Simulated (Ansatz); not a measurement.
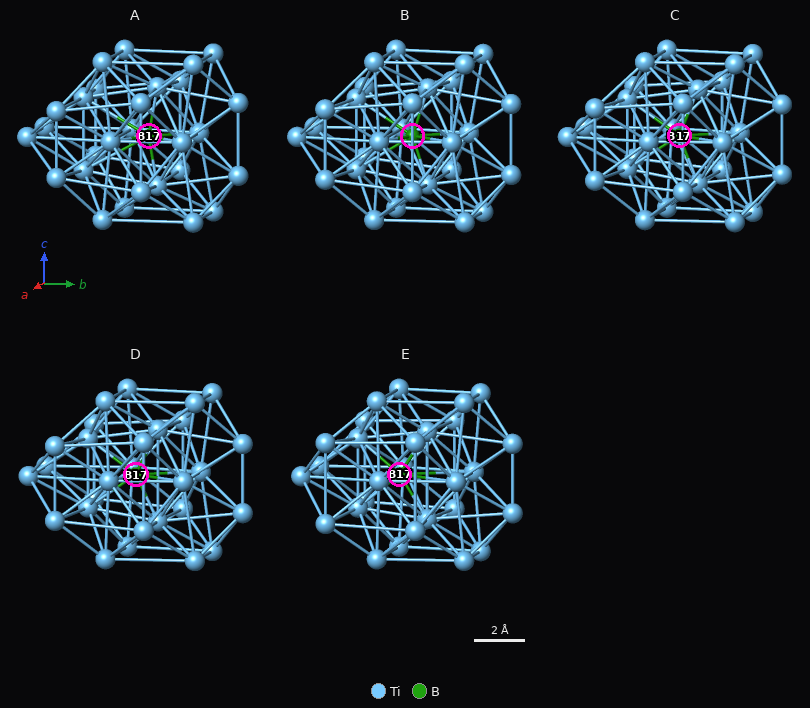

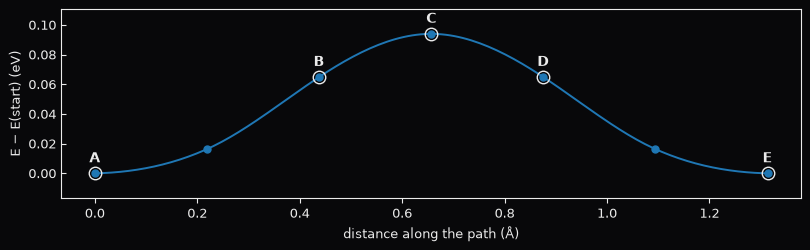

A search for the minimum-energy path of a defect cell of composition Ti$_{16}$B (17 atoms in the cell) by the nudged elastic band. Images are numbered from 0 (start) to 6 (end). Frames A to E are images 0, 2, 3, 4, 6. Style: ball-and-stick. Shown: the atoms within 4.6 Å of the middle of the path, slightly off an axis. The moving atom is ringed, with any periodic copies. Bonds to atoms that aren't drawn are left out.

Level of theory: DFT PBE, scalar-relativistic, plane waves, PAW (Ansatz). Run with plane-wave cutoff 420 eV; k-point mesh 4 × 4 × 4; Gaussian smearing 0.1 eV; 5 movable images; climbing image.

Describe the mechanism and the energy profile.

The two ends have the same energy, and the highest point, image 3, lies 0.094 eV above the start. The B atom travels furthest, 0.80 Å from end to end, along −b, on a straight line. At the highest image its nearest neighbour (Ti) is 2.09 Å away, against 2.06 Å at the start, and the surrounding atoms stand up to 0.07 Å off the mean of their end positions. The band converged in 3 iterations, with a climbing image at the top.

Limits of the set-up: the periodic images lie only 6.5 Å apart, so the values are limited by the cell's size.

Cost: 7.7 min on 4 threads of Intel(R) Xeon(R) Platinum 8488C (Sapphire Rapids) (shared host), peak memory 4.2 GiB.
